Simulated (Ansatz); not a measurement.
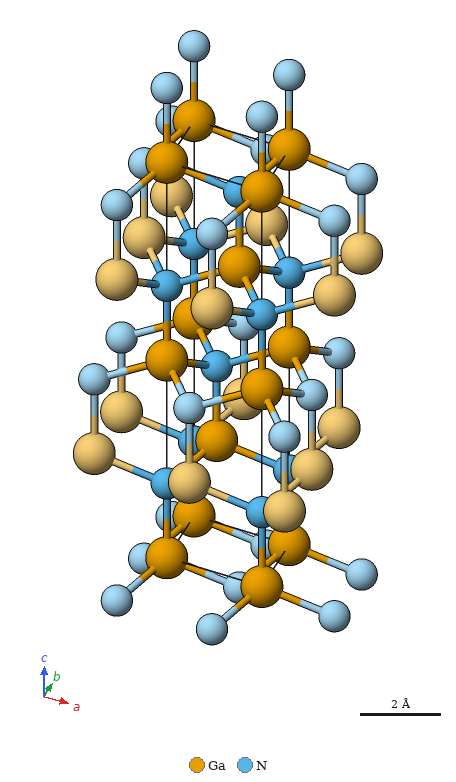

Figure 1. The starting structure (ball-and-stick view of the cell of the calculation, seen slightly off an axis; neighbours outside the cell are drawn fainter).

## Geometry relaxation of GaN (part 1 of 3)

System: GaN (P6₃mc, 8 atoms in the cell).
Method: DFT, LDA, plane waves, PAW, no spin polarisation (Ansatz 0.2.0).

The structure was built on a prototype by a generator. The geometry comes from this level: PBE.

**Log**
```
Engine: ansatz 0.2.0, x86_64-unknown-linux-gnu
Pseudopotentials: kind: paw
Pseudopotential: Ga, paw, valence charge 13, recommended cutoff 420 eV (normal), Ga.paw.azcp
Pseudopotential: N, paw, valence charge 5, recommended cutoff 420 eV (normal), N.paw.azcp
Functional definition: SPW92
  exchange = slater_x
  correlation = pw_c
Crystal: 8 atoms, lattice volume = 94.074 Å³
Basis set: ecut = 420 eV, 1895 PW (Γ)
Bands: 44, of which v1, the nominal top of the filled ones, is band 36 counted from 1 (35 counted from 0)
Symmetry: 12 space group operations
Space group: P63mc (ITA 186), of the structure as read, at distance tolerance 4.5e-5 Å
k-points: 38 of 288
Non-local potential: Ga, projectors of the file, l = 0: 2, l = 1: 2, l = 2: 3, l = 3: 1
Non-local potential: N, projectors of the file, l = 0: 2, l = 1: 2, l = 2: 1
PAW form: soft (Blöchl's): semilocal exchange-correlation on the pseudo side does not see the compensation charge
PAW frozen core: Ga, regenerated for the run's functional, and the local potential with it (the file was generated under x = pbe(κ = 0.804, μ = 0.2195149727645171), c = pbe(β = 0.06672455060314922))
PAW frozen core: N, regenerated for the run's functional, and the local potential with it (the file was generated under x = pbe(κ = 0.804, μ = 0.2195149727645171), c = pbe(β = 0.06672455060314922))
PAW one-centre angular grid: Ga, 590 points (default); XC on 64 Gauss nodes
PAW one-centre angular grid: N, 110 points (default); XC on 64 Gauss nodes
Initial density: superposition of atomic densities (neutral atoms: chi_scale 0, normalization atom), corrected by the library's trained network
Initial wavefunctions: pseudopotential atomic-orbital guess
Functional: x = slater, c = lda
SCF iter   1: F=—  HF=-16328.204174 eV  |F-HF|=—  |Δ(HF+E_count)|=         —  Δρ=1.37e-2  dr2=1.73e-1  ethr=1.77e-3  ⟨swp⟩=6.5  Hψ=6171  notcnv=0
preconditioner: auto → Resta (q_TF=auto, 2.609 Å⁻¹)  ε∞=5.0  [insulator: Δε(μ)=1.521 eV  Ē_g=16.268 eV  σ=0.020 eV  W_gap=1.00  n_scr=38 (ndim 8)  ℏωp=32.5 eV  f_vac=0.006  D(μ)=0.00/eV (n_scr^D=0)  ε∞_Penn≈5.0]
SCF iter   2: F=—  HF=-16328.155871 eV  |F-HF|=—  |Δ(HF+E_count)|=   4.83e-2  Δρ=3.57e-3  dr2=6.44e-3  ethr=2.40e-4  ⟨swp⟩=2.1  Hψ=2522  notcnv=0  defer=123
SCF iter   3: F=—  HF=-16328.154034 eV  |F-HF|=—  |Δ(HF+E_count)|=   1.84e-3  Δρ=1.65e-3  dr2=1.33e-3  ethr=8.94e-6  ⟨swp⟩=1.5  Hψ=1589  notcnv=0  defer=123
SCF iter   4: F=—  HF=-16328.153591 eV  |F-HF|=—  |Δ(HF+E_count)|=   4.42e-4  Δρ=1.80e-4  dr2=2.36e-5  ethr=1.84e-6  ⟨swp⟩=2.1  Hψ=2003  notcnv=0  defer=123
SCF iter   5: F=—  HF=-16328.153588 eV  |F-HF|=—  |Δ(HF+E_count)|=   3.62e-6  Δρ=9.46e-5  dr2=5.51e-6  ethr=3.28e-8  ⟨swp⟩=2.0  Hψ=2912  notcnv=0  defer=123
SCF iter   6: F=—  HF=-16328.153587 eV  |F-HF|=—  |Δ(HF+E_count)|=   7.21e-7  Δρ=3.19e-5  dr2=1.03e-6  ethr=7.66e-9  ⟨swp⟩=2.0  Hψ=2286  notcnv=0  defer=123
SCF iter   7: F=—  HF=-16328.153587 eV  |F-HF|=—  |Δ(HF+E_count)|=   1.06e-8  Δρ=1.38e-5  dr2=1.79e-7  ethr=1.43e-9  ⟨swp⟩=2.0  Hψ=2020  notcnv=0  defer=123
SCF iter   8: F=-16328.153587 eV  HF=-16328.153587 eV  |F-HF|=1.55e-10  |Δ(HF+E_count)|=   4.28e-8  Δρ=1.98e-6  dr2=3.41e-9  ethr=1.39e-10  ⟨swp⟩=7.3  Hψ=9375  notcnv=0
SCF 1 converged in 8 iterations: F = -16328.153587 eV  dr2 = 3.41e-9
  greatest PAW one-centre occupation: 0.995 electrons in one spin orbital (limit 2), on the Ga atom at site 1 (counted from 0), in its partial waves of l = 2
relax step   1: F+E_penalty+E_count = -16328.15358695 eV  Δ(F+E_penalty+E_count) = +0.000e0 eV  max|allowed force component| = 3.733e-3 eV/Å  Δτ_max = 0.0000 Å  P = -10.967 GPa  Ω = 94.074 Å³  (8 SCF iters, dr2 threshold 1.00e-7 eV, accepted)
Crystal: 8 atoms, lattice volume = 90.515 Å³
Basis set: ecut = 420 eV, 1787 PW (Γ)
Initial density: handed on by an earlier stage of this run
Initial wavefunctions: those handed on with the density
iter 1 solved again at ethr=7.67e-5 eV; its pass at ethr=3.10e-3 eV (dr2=5.52e-2 eV) is discarded
SCF iter   1: F=—  HF=-16328.356493 eV  |F-HF|=—  |Δ(HF+E_count)|=         —  Δρ=7.42e-3  dr2=5.57e-2  ethr=7.67e-5  ⟨swp⟩=1.7  Hψ=7303  notcnv=0
preconditioner: auto → Resta (q_TF=auto, 2.626 Å⁻¹)  ε∞=5.0  [insulator: Δε(μ)=1.948 eV  Ē_g=16.568 eV  σ=0.020 eV  W_gap=1.00  n_scr=38 (ndim 8)  ℏωp=33.1 eV  f_vac=0.001  D(μ)=0.00/eV (n_scr^D=0)  ε∞_Penn≈5.0]
SCF iter   2: F=—  HF=-16328.340745 eV  |F-HF|=—  |Δ(HF+E_count)|=   1.57e-2  Δρ=1.55e-3  dr2=2.17e-3  ethr=7.67e-5  ⟨swp⟩=2.0  Hψ=2428  notcnv=0
SCF iter   3: F=—  HF=-16328.340313 eV  |F-HF|=—  |Δ(HF+E_count)|=   4.32e-4  Δρ=9.10e-4  dr2=6.68e-4  ethr=3.01e-6  ⟨swp⟩=1.0  Hψ=1672  notcnv=0
SCF iter   4: F=—  HF=-16328.340223 eV  |F-HF|=—  |Δ(HF+E_count)|=   9.01e-5  Δρ=2.45e-4  dr2=4.23e-5  ethr=9.27e-7  ⟨swp⟩=2.7  Hψ=3207  notcnv=0
SCF iter   5: F=—  HF=-16328.340183 eV  |F-HF|=—  |Δ(HF+E_count)|=   4.03e-5  Δρ=8.54e-5  dr2=4.06e-6  ethr=5.87e-8  ⟨swp⟩=2.0  Hψ=3032  notcnv=0
SCF iter   6: F=-16328.340184 eV  HF=-16328.340184 eV  |F-HF|=5.69e-10  |Δ(HF+E_count)|=   8.12e-7  Δρ=1.10e-5  dr2=7.27e-8  ethr=1.11e-9  ⟨swp⟩=8.1  Hψ=12833  notcnv=0
SCF 2 converged in 6 iterations: F = -16328.340184 eV  dr2 = 7.27e-8
  greatest PAW one-centre occupation: 0.996 electrons in one spin orbital (limit 2), on the Ga atom at site 3 (counted from 0), in its partial waves of l = 2
relax step   2: F+E_penalty+E_count = -16328.34018364 eV  Δ(F+E_penalty+E_count) = -1.866e-1 eV  max|allowed force component| = 5.516e-3 eV/Å  Δτ_max = 0.0002 Å  P = -4.341 GPa  Ω = 90.515 Å³  energy of the carried Pulay correction = +1.403e-2 eV  (6 SCF iters, dr2 threshold 8.00e-7 eV, accepted)
Crystal: 8 atoms, lattice volume = 88.326 Å³
Basis set: ecut = 420 eV, 1703 PW (Γ)
iter 1 solved again at ethr=3.28e-5 eV; its pass at ethr=3.10e-3 eV (dr2=2.36e-2 eV) is discarded
SCF iter   1: F=—  HF=-16328.383234 eV  |F-HF|=—  |Δ(HF+E_count)|=         —  Δρ=4.94e-3  dr2=2.38e-2  ethr=3.28e-5  ⟨swp⟩=2.1  Hψ=7251  notcnv=0
preconditioner: auto → Resta (q_TF=auto, 2.637 Å⁻¹)  ε∞=5.0  [insulator: Δε(μ)=2.088 eV  Ē_g=16.740 eV  σ=0.020 eV  W_gap=1.00  n_scr=38 (ndim 8)  ℏωp=33.5 eV  f_vac=0.001  D(μ)=0.00/eV (n_scr^D=0)  ε∞_Penn≈5.0]
SCF iter   2: F=—  HF=-16328.376428 eV  |F-HF|=—  |Δ(HF+E_count)|=   6.81e-3  Δρ=1.02e-3  dr2=9.37e-4  ethr=3.28e-5  ⟨swp⟩=2.0  Hψ=2430  notcnv=0
SCF iter   3: F=—  HF=-16328.376232 eV  |F-HF|=—  |Δ(HF+E_count)|=   1.96e-4  Δρ=5.95e-4  dr2=2.71e-4  ethr=1.30e-6  ⟨swp⟩=1.1  Hψ=1722  notcnv=0
SCF iter   4: F=—  HF=-16328.376197 eV  |F-HF|=—  |Δ(HF+E_count)|=   3.54e-5  Δρ=1.57e-4  dr2=1.65e-5  ethr=3.77e-7  ⟨swp⟩=2.1  Hψ=3046  notcnv=0
SCF iter   5: F=—  HF=-16328.376182 eV  |F-HF|=—  |Δ(HF+E_count)|=   1.48e-5  Δρ=5.41e-5  dr2=1.65e-6  ethr=2.29e-8  ⟨swp⟩=2.0  Hψ=3030  notcnv=0
SCF iter   6: F=-16328.376182 eV  HF=-16328.376182 eV  |F-HF|=2.59e-9  |Δ(HF+E_count)|=   2.50e-7  Δρ=7.89e-6  dr2=3.45e-8  ethr=1.11e-9  ⟨swp⟩=8.0  Hψ=11124  notcnv=0
SCF 3 converged in 6 iterations: F = -16328.376182 eV  dr2 = 3.45e-8
  greatest PAW one-centre occupation: 0.996 electrons in one spin orbital (limit 2), on the Ga atom at site 1 (counted from 0), in its partial waves of l = 2
relax step   3: F+E_penalty+E_count = -16328.37618198 eV  Δ(F+E_penalty+E_count) = -3.600e-2 eV  max|allowed force component| = 2.930e-3 eV/Å  Δτ_max = 0.0005 Å  P = +0.477 GPa  Ω = 88.326 Å³  energy of the carried Pulay correction = +2.293e-2 eV  (6 SCF iters, dr2 threshold 8.00e-7 eV, accepted)
Crystal: 8 atoms, lattice volume = 88.528 Å³
Basis set: ecut = 420 eV, 1727 PW (Γ)
iter 1 solved again at ethr=4.46e-7 eV; its pass at ethr=3.10e-3 eV (dr2=3.21e-4 eV) is discarded
SCF iter   1: F=—  HF=-16328.375119 eV  |F-HF|=—  |Δ(HF+E_count)|=         —  Δρ=6.78e-4  dr2=3.29e-4  ethr=4.46e-7  ⟨swp⟩=3.2  Hψ=7183  notcnv=0
preconditioner: auto → Resta (q_TF=auto, 2.636 Å⁻¹)  ε∞=5.0  [insulator: Δε(μ)=2.024 eV  Ē_g=16.718 eV  σ=0.020 eV  W_gap=1.00  n_scr=38 (ndim 8)  ℏωp=33.5 eV  f_vac=0.003  D(μ)=0.00/eV (n_scr^D=0)  ε∞_Penn≈5.0]
SCF iter   2: F=—  HF=-16328.375018 eV  |F-HF|=—  |Δ(HF+E_count)|=   1.01e-4  Δρ=2.63e-4  dr2=3.91e-5  ethr=4.46e-7  ⟨swp⟩=2.0  Hψ=2118  notcnv=0
SCF iter   3: F=—  HF=-16328.375006 eV  |F-HF|=—  |Δ(HF+E_count)|=   1.25e-5  Δρ=9.17e-5  dr2=6.08e-6  ethr=5.44e-8  ⟨swp⟩=2.1  Hψ=3014  notcnv=0
SCF iter   4: F=-16328.375004 eV  HF=-16328.375005 eV  |F-HF|=2.85e-7  |Δ(HF+E_count)|=   1.00e-6  Δρ=2.23e-5  dr2=3.65e-7  ethr=8.53e-10  ⟨swp⟩=6.1  Hψ=11566  notcnv=0
SCF 4 converged in 4 iterations: F = -16328.375004 eV  dr2 = 3.65e-7
relax step   4: F+E_penalty+E_count = -16328.37500429 eV  Δ(F+E_penalty+E_count) = +1.178e-3 eV  max|allowed force component| = 6.555e-2 eV/Å  Δτ_max = 0.0025 Å  P = +0.006 GPa  Ω = 88.528 Å³  energy of the carried Pulay correction = +2.211e-2 eV  (4 SCF iters, dr2 threshold 6.14e-7 eV, rejected (line search))
Crystal: 8 atoms, lattice volume = 88.441 Å³
iter 1 solved again at ethr=1.85e-7 eV; its pass at ethr=3.10e-3 eV (dr2=1.34e-4 eV) is discarded
SCF iter   1: F=—  HF=-16328.376017 eV  |F-HF|=—  |Δ(HF+E_count)|=         —  Δρ=5.15e-4  dr2=1.41e-4  ethr=1.85e-7  ⟨swp⟩=3.0  Hψ=7011  notcnv=0
preconditioner: auto → Resta (q_TF=auto, 2.636 Å⁻¹)  ε∞=5.0  [insulator: Δε(μ)=2.041 eV  Ē_g=16.726 eV  σ=0.020 eV  W_gap=1.00  n_scr=38 (ndim 8)  ℏωp=33.5 eV  f_vac=0.003  D(μ)=0.00/eV (n_scr^D=0)  ε∞_Penn≈5.0]
SCF iter   2: F=—  HF=-16328.375970 eV  |F-HF|=—  |Δ(HF+E_count)|=   4.65e-5  Δρ=2.38e-4  dr2=2.84e-5  ethr=1.85e-7  ⟨swp⟩=2.2  Hψ=2230  notcnv=0
SCF iter   3: F=—  HF=-16328.375960 eV  |F-HF|=—  |Δ(HF+E_count)|=   1.00e-5  Δρ=5.30e-5  dr2=2.26e-6  ethr=3.94e-8  ⟨swp⟩=2.0  Hψ=2879  notcnv=0
SCF iter   4: F=—  HF=-16328.375957 eV  |F-HF|=—  |Δ(HF+E_count)|=   3.29e-6  Δρ=1.78e-5  dr2=2.20e-7  ethr=3.14e-9  ⟨swp⟩=2.0  Hψ=2894  notcnv=0
SCF iter   5: F=—  HF=-16328.375957 eV  |F-HF|=—  |Δ(HF+E_count)|=   8.78e-9  Δρ=8.84e-6  dr2=3.67e-8  ethr=3.06e-10  ⟨swp⟩=2.0  Hψ=3037  notcnv=0
SCF iter   6: F=—  HF=-16328.375957 eV  |F-HF|=—  |Δ(HF+E_count)|=   4.84e-8  Δρ=1.55e-6  dr2=1.93e-9  ethr=5.09e-11  ⟨swp⟩=2.0  Hψ=3035  notcnv=0
SCF iter   7: F=—  HF=-16328.375957 eV  |F-HF|=—  |Δ(HF+E_count)|=   1.56e-9  Δρ=4.06e-7  dr2=1.21e-10  ethr=2.68e-12  ⟨swp⟩=2.0  Hψ=2974  notcnv=0
SCF iter   8: F=-16328.375957 eV  HF=-16328.375957 eV  |F-HF|=5.46e-11  |Δ(HF+E_count)|=  2.00e-11  Δρ=2.52e-7  dr2=5.38e-11  ethr=1.00e-12  ⟨swp⟩=6.0  Hψ=7398  notcnv=0
SCF 5 converged in 8 iterations: F = -16328.375957 eV  dr2 = 5.38e-11
relax step   5: F+E_penalty+E_count = -16328.37595700 eV  Δ(F+E_penalty+E_count) = +2.250e-4 eV  max|allowed force component| = 7.285e-4 eV/Å  Δτ_max = 0.0001 Å  P = +0.209 GPa  Ω = 88.441 Å³  energy of the carried Pulay correction = +2.246e-2 eV  (8 SCF iters, accepted)
Crystal: 8 atoms, lattice volume = 88.531 Å³
iter 1 solved again at ethr=5.94e-8 eV; its pass at ethr=3.10e-3 eV (dr2=4.28e-5 eV) is discarded
SCF iter   1: F=—  HF=-16328.375661 eV  |F-HF|=—  |Δ(HF+E_count)|=         —  Δρ=2.08e-4  dr2=4.25e-5  ethr=5.94e-8  ⟨swp⟩=2.4  Hψ=6856  notcnv=0
preconditioner: auto → Resta (q_TF=auto, 2.636 Å⁻¹)  ε∞=5.0  [insulator: Δε(μ)=2.031 eV  Ē_g=16.718 eV  σ=0.020 eV  W_gap=1.00  n_scr=38 (ndim 8)  ℏωp=33.5 eV  f_vac=0.003  D(μ)=0.00/eV (n_scr^D=0)  ε∞_Penn≈5.0]
SCF iter   2: F=—  HF=-16328.375648 eV  |F-HF|=—  |Δ(HF+E_count)|=   1.21e-5  Δρ=4.36e-5  dr2=1.66e-6  ethr=5.91e-8  ⟨swp⟩=2.0  Hψ=2125  notcnv=0
SCF iter   3: F=—  HF=-16328.375648 eV  |F-HF|=—  |Δ(HF+E_count)|=   3.51e-7  Δρ=2.52e-5  dr2=4.81e-7  ethr=1.59e-10  ⟨swp⟩=7.6  Hψ=10112  notcnv=0
SCF iter   4: F=-16328.375648 eV  HF=-16328.375648 eV  |F-HF|=5.44e-8  |Δ(HF+E_count)|=   7.40e-8  Δρ=5.91e-6  dr2=2.32e-8  ethr=1.59e-10  ⟨swp⟩=5.3  Hψ=10510  notcnv=0
SCF 6 converged in 4 iterations: F = -16328.375648 eV  dr2 = 2.32e-8
relax step   6: F+E_penalty+E_count = -16328.37564794 eV  Δ(F+E_penalty+E_count) = +3.091e-4 eV  max|allowed force component| = 2.065e-4 eV/Å  Δτ_max = 0.0001 Å  P = +0.001 GPa  Ω = 88.531 Å³  energy of the carried Pulay correction = +2.209e-2 eV  (4 SCF iters, dr2 threshold 1.15e-7 eV, accepted)
Initial wavefunctions: pseudopotential atomic-orbital guess (no wavefunctions were taken with the density)
iter 1 solved again at ethr=3.44e-8 eV; its pass at ethr=3.10e-3 eV (dr2=2.48e-5 eV) is discarded
SCF iter   1: F=—  HF=-16328.358515 eV  |F-HF|=—  |Δ(HF+E_count)|=         —  Δρ=3.73e-4  dr2=1.95e-5  ethr=3.44e-8  ⟨swp⟩=3.0  Hψ=10981  notcnv=0
preconditioner: auto → Resta (q_TF=auto, 2.636 Å⁻¹)  ε∞=5.0  [insulator: Δε(μ)=2.031 eV  Ē_g=16.719 eV  σ=0.020 eV  W_gap=1.00  n_scr=38 (ndim 8)  ℏωp=33.5 eV  f_vac=0.003  D(μ)=0.00/eV (n_scr^D=0)  ε∞_Penn≈5.0]
SCF iter   2: F=—  HF=-16328.358517 eV  |F-HF|=—  |Δ(HF+E_count)|=   2.38e-6  Δρ=1.95e-4  dr2=6.23e-6  ethr=2.71e-8  ⟨swp⟩=3.0  Hψ=3037  notcnv=0
SCF iter   3: F=—  HF=-16328.358518 eV  |F-HF|=—  |Δ(HF+E_count)|=   1.11e-6  Δρ=5.09e-5  dr2=3.14e-7  ethr=8.66e-9  ⟨swp⟩=2.8  Hψ=3297  notcnv=0
SCF iter   4: F=—  HF=-16328.358518 eV  |F-HF|=—  |Δ(HF+E_count)|=   1.96e-7  Δρ=7.28e-6  dr2=3.01e-8  ethr=4.36e-10  ⟨swp⟩=2.0  Hψ=3040  notcnv=0
SCF iter   5: F=—  HF=-16328.358518 eV  |F-HF|=—  |Δ(HF+E_count)|=   1.51e-8  Δρ=1.90e-6  dr2=2.22e-9  ethr=4.17e-11  ⟨swp⟩=2.2  Hψ=2836  notcnv=0
SCF iter   6: F=—  HF=-16328.358518 eV  |F-HF|=—  |Δ(HF+E_count)|=   4.84e-9  Δρ=7.36e-7  dr2=1.52e-10  ethr=3.09e-12  ⟨swp⟩=2.0  Hψ=2994  notcnv=0
SCF iter   7: F=-16328.358518 eV  HF=-16328.358518 eV  |F-HF|=5.46e-12  |Δ(HF+E_count)|=  2.36e-11  Δρ=7.46e-8  dr2=4.91e-12  ethr=1.00e-12  ⟨swp⟩=5.1  Hψ=7254  notcnv=0
SCF 7 converged in 7 iterations: F = -16328.358518 eV  dr2 = 4.91e-12
```
